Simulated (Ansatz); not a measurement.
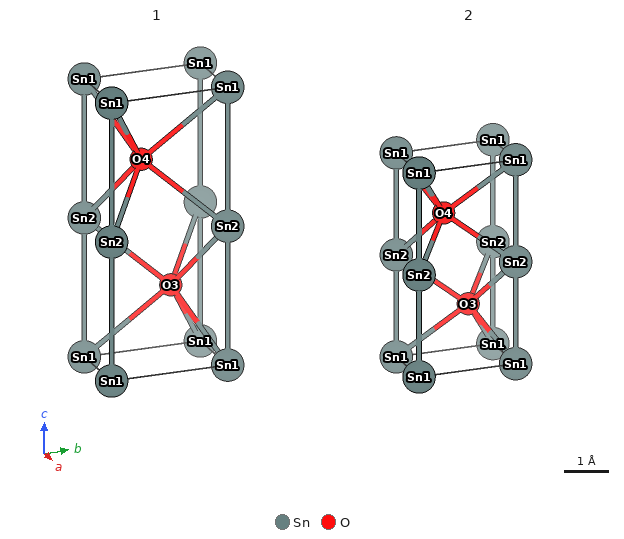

Two geometries of solid SnO (built on the NiAs type), drawn at one scale. One is the start of a relaxation, the other its converged end. Style: ball-and-stick. Shown: the cell of the calculation, slightly off an axis.

Level of theory: Ansatz, DFT, PBE, plane waves, PAW. (plane-wave cutoff 420 eV; k-point mesh 12 × 12 × 6; occupations fermi dirac; smearing width 0.02 eV; no spin polarisation; cell and atoms relaxed; force threshold 0.005 eV/Å)

Q: Which geometry has the lower energy?

A: Structure 1 is the relaxed one. The atoms keep their places relative to the cell (all moves are under 0.005 Å). Cell: a = b 2.892 → 3.475 Å (+20.2 %), c 4.714 → 6.424 Å (+36.3 %). Volume +96.8 %. Some distances before and after: Sn1–Sn2 2.357 → 3.212 Å, Sn1–O3 2.044 → 2.570 Å. Among the angles between lasting bonds that change: Sn1–O3–Sn2 70.4° → 77.4°, Sn1–O3–Sn1 90.1° → 85.1°, Sn1–O3–Sn2 131.8° → 134.0°. The space group stays P6_3/mmc (No. 194). Over 13 accepted moves (16 points after the start) the energy falls by 4313 meV per atom. All forces vanish by symmetry, so only the cell relaxes. The pressure goes from 294.94 to 0.00 GPa. At 3 points the geometry stayed and the basis and grid were re-selected for the new cell (energy shift of 316 meV per atom at most each time).
